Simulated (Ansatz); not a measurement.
O32Mg31: several calculations on one system

Part 1: Relaxation

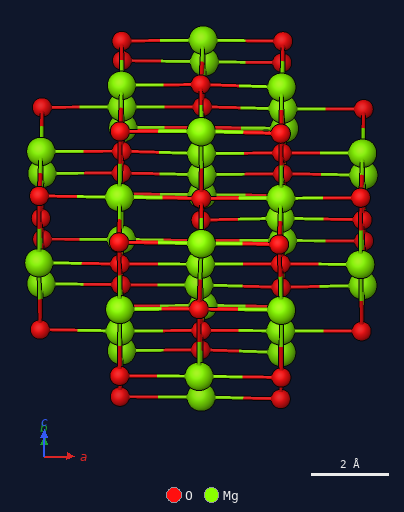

Starting structure of a defect cell of composition O32Mg31 (cell charge −2). A ball-and-stick model of the atoms within 5.8 Å of the atom that moves most (axes of the cell of the calculation), seen from a free direction.

The calculation used Ansatz 0.2.0, DFT, PBEsol, PAW, plane waves.

Set-up: plane-wave cutoff 420 eV; k-point mesh 1 × 1 × 1; mesh shifted by (0.25, 0.25, 0.25); no spin polarisation; atoms relaxed in a fixed cell; force threshold 0.03 eV/Å; at most 80 steps.

```
CELL_PARAMETERS angstrom
8.42881 0.00000 0.00000
0.00000 8.42881 0.00000
0.00000 0.00000 8.42881
ATOMIC_POSITIONS crystal
O 0.24823 0.99944 0.00127
O 0.24562 0.99651 0.49724
O 0.25210 0.50160 0.99954
O 0.25133 0.49960 0.49993
O 0.75239 0.00009 0.00096
O 0.74736 0.00102 0.50205
O 0.74821 0.50178 0.00531
O 0.74867 0.50241 0.49373
O 0.99960 0.24827 0.99560
O 0.99964 0.25174 0.50200
O 0.00174 0.75034 0.99953
O 0.00069 0.75031 0.50052
O 0.49955 0.25143 0.99864
O 0.49946 0.25202 0.49811
O 0.50028 0.74780 0.99909
O 0.49953 0.75078 0.49954
O 0.00373 0.99790 0.24817
O 0.99653 0.00113 0.74710
O 0.99825 0.49782 0.24502
O 0.00093 0.49917 0.75087
O 0.50069 0.99870 0.25046
O 0.49904 0.00012 0.75259
O 0.50041 0.49926 0.25042
O 0.50259 0.50613 0.74946
O 0.25093 0.25121 0.25031
O 0.24835 0.25245 0.75295
O 0.25339 0.74716 0.25100
O 0.25248 0.75066 0.74530
O 0.75214 0.24943 0.25121
O 0.75248 0.24839 0.74892
O 0.74751 0.75246 0.24492
O 0.75093 0.74960 0.75154
Mg 0.99920 0.99638 0.00223
Mg 0.00362 0.00084 0.49932
Mg 0.00007 0.49702 0.99999
Mg 0.99544 0.49913 0.50465
Mg 0.49576 0.00503 0.99975
Mg 0.50156 0.00339 0.49757
Mg 0.50237 0.49838 0.00289
Mg 0.24459 0.24975 0.99979
Mg 0.24772 0.25029 0.50275
Mg 0.25051 0.74677 0.00158
Mg 0.25254 0.74745 0.49856
Mg 0.75214 0.25038 0.99982
Mg 0.75020 0.24593 0.50320
Mg 0.75336 0.75304 0.00071
Mg 0.74950 0.74686 0.49712
Mg 0.25057 0.00040 0.25126
Mg 0.24596 0.99785 0.74833
Mg 0.25214 0.50282 0.25068
Mg 0.25140 0.49947 0.75139
Mg 0.74819 0.99792 0.25069
Mg 0.75511 0.00287 0.74735
Mg 0.74290 0.49801 0.25282
Mg 0.75034 0.50022 0.74580
Mg 0.99923 0.25411 0.24829
Mg 0.99991 0.24849 0.75130
Mg 0.00080 0.75374 0.24588
Mg 0.00134 0.74898 0.74559
Mg 0.49980 0.25146 0.24588
Mg 0.49818 0.25027 0.75084
Mg 0.49931 0.75208 0.24832
Mg 0.50125 0.75078 0.74877
```

Question: Where does the relaxation end?

Answer: The atom that moves furthest is O8 (0.15 Å roughly along [3 0 1]). By element the largest moves are O 0.15 Å, Mg 0.11 Å. The cell doesn't change. Near-neighbour distances that change, for instance: O4–Mg36 2.157 → 1.980 Å, O24–Mg39 2.137 → 1.980 Å, O16–Mg38 2.129 → 1.980 Å, O14–Mg38 2.096 → 1.980 Å. Bond angles that change, for instance: O8–Mg45–O14 88.2° → 100.3°, O14–Mg60–O23 88.8° → 100.3°, O16–Mg63–O24 90.2° → 100.3°. After 3 geometry steps the energy has fallen by 2.195 eV per cell of the calculation. The largest force component goes from 2.3 to 0.023 eV/Å. Cost: 4.2 s on 1 × NVIDIA GB300 with 8 threads of Arm Neoverse-V2, peak memory 1.8 GiB.

The end point in the same view:

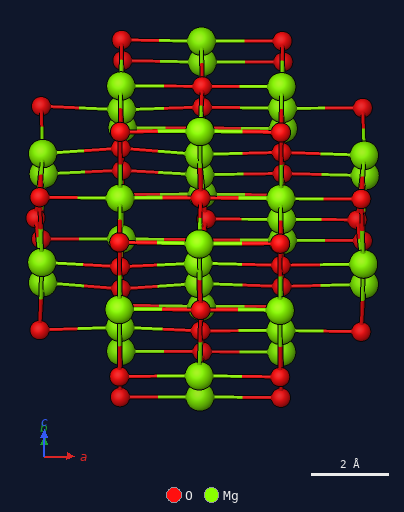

Limits of the set-up: the periodic images lie only 8.4 Å apart, so the values are limited by the cell's size; the cell is charged, on a uniform background, and energies carry no finite-size correction.

Part 2: Relaxation

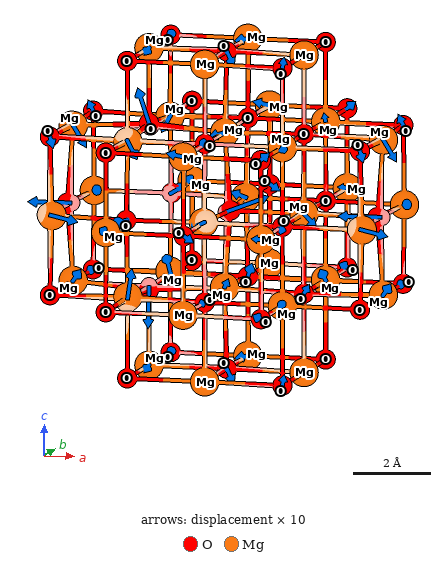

A relaxation of a defect cell of composition O$_{32}$Mg$_{31}$. The starting structure is drawn faded, the final one solid; blue arrows show the displacements, 10 times their true length.

A ball-and-stick model of the atoms within 5.8 Å of the atom that moves most (axes of the cell of the calculation), seen slightly off an axis.

Level of theory: DFT, PBEsol, PAW, plane waves (Ansatz 0.2.0). Settings: plane-wave cutoff 420 eV; k-point mesh 1 × 1 × 1; mesh shifted by (0.25, 0.25, 0.25); no spin polarisation; atoms relaxed in a fixed cell; force threshold 0.03 eV/Å; at most 80 steps.

What happened in the run?

Answer. An O atom moves most: 0.13 Å roughly along [2 0 1]. Largest moves by element: O 0.13 Å, Mg 0.11 Å. The lattice vectors keep their values. Among the contacts that change: Mg–O 2.157 → 1.996 Å, Mg–O 2.137 → 1.996 Å, Mg–O 2.096 → 1.996 Å, Mg–O 2.157 → 2.063 Å. Bond angles that change, for instance: O–Mg–O 88.2° → 99.1°, O–Mg–O 88.8° → 98.9°, O–Mg–O 90.2° → 98.9°. Over 4 geometry steps the energy falls by 1.259 eV per cell of the calculation. Largest force component: 1.4 eV/Å at the start, 0.0073 eV/Å at the end. Cost: 110 s on 7 threads of Arm Neoverse-V2, peak memory 1.5 GiB.

Limits of the set-up: the periodic images lie only 8.4 Å apart, so the values are limited by the cell's size.

Part 3: Defect

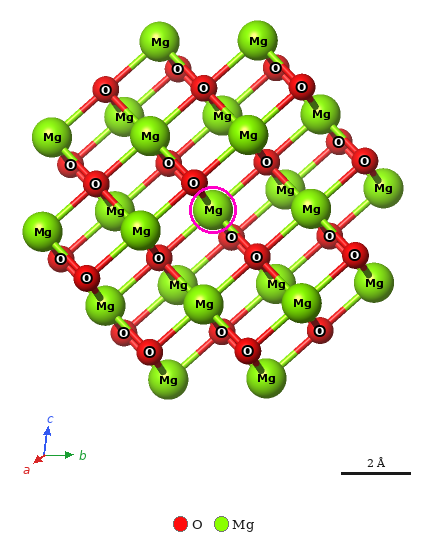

Perfect MgO. Style: ball-and-stick. Shown: the atoms within 5.4 Å of one point, in a slice 5.0 Å thick across the line of sight, slightly off an axis.

Method: Ansatz, DFT, PBEsol, PAW, plane waves. Settings: plane-wave cutoff 420 eV; k-point mesh 1 × 1 × 1; mesh shifted by (0.25, 0.25, 0.25); no spin polarisation. Fermi-Dirac smearing of 0.01 eV. A uniform background neutralises the charged cell. The axes drawn are those of the host's conventional cell.

A magnesium atom is taken out (a vacancy) at the ringed place, in charge state −2. The supercell has 64 sites, and the atoms are relaxed at the host's cell.

**How do the neighbours respond?**

Around the empty Mg site the host had 6 O at 2.11 Å; after relaxation the nearest atoms are 6 O at 2.23 to 2.24 Å. Of the host's atoms, an oxygen atom moves furthest from its site, by 0.13 Å.

The relaxed defect, seen from the same direction:

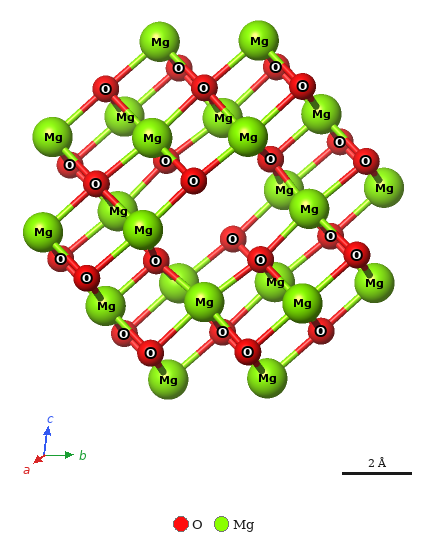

Limits of the set-up: the periodic images lie only 8.4 Å apart, so the values are limited by the cell's size; the cell is charged, on a uniform background, and energies carry no finite-size correction.

Part 4: Defect

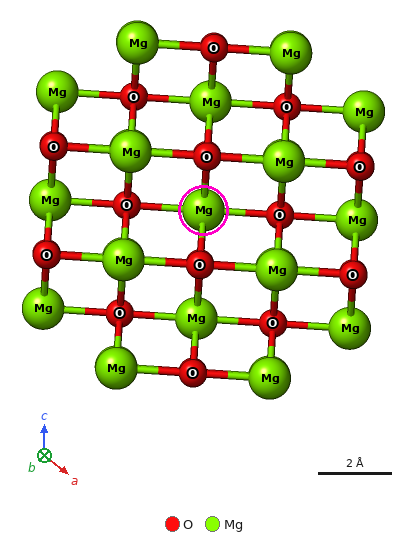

Perfect MgO. A ball-and-stick model of the atoms within 5.4 Å of one point, in a slice 3.4 Å thick across the line of sight, seen along the b axis.

All numbers below come from Ansatz, DFT, PBEsol, PAW, plane waves. Set-up: plane-wave cutoff 420 eV; k-point mesh 1 × 1 × 1; mesh shifted by (0.25, 0.25, 0.25); no spin polarisation. Fermi-Dirac smearing of 0.01 eV. The axes drawn are those of the host's conventional cell.

A magnesium atom is taken out (a vacancy) at the ringed place, in charge state 0. The supercell has 64 sites, and the atoms are relaxed at the host's cell.

**How do the neighbours respond?**

Around the empty Mg site the host had 6 O at 2.11 Å; after relaxation the nearest atoms are 6 O at 2.22 Å. Of the host's atoms, an oxygen atom moves furthest from its site, by 0.11 Å.

The relaxed defect, seen from the same direction:

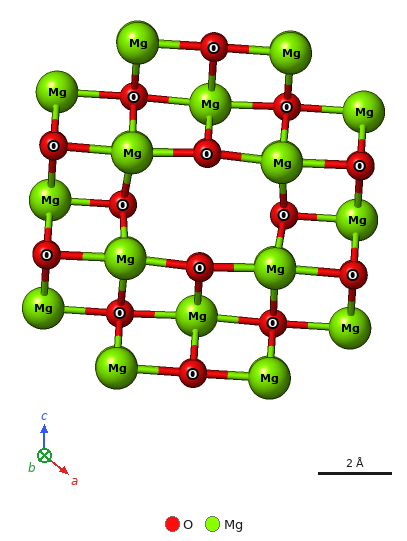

Limits of the set-up: the periodic images lie only 8.4 Å apart, so the values are limited by the cell's size.
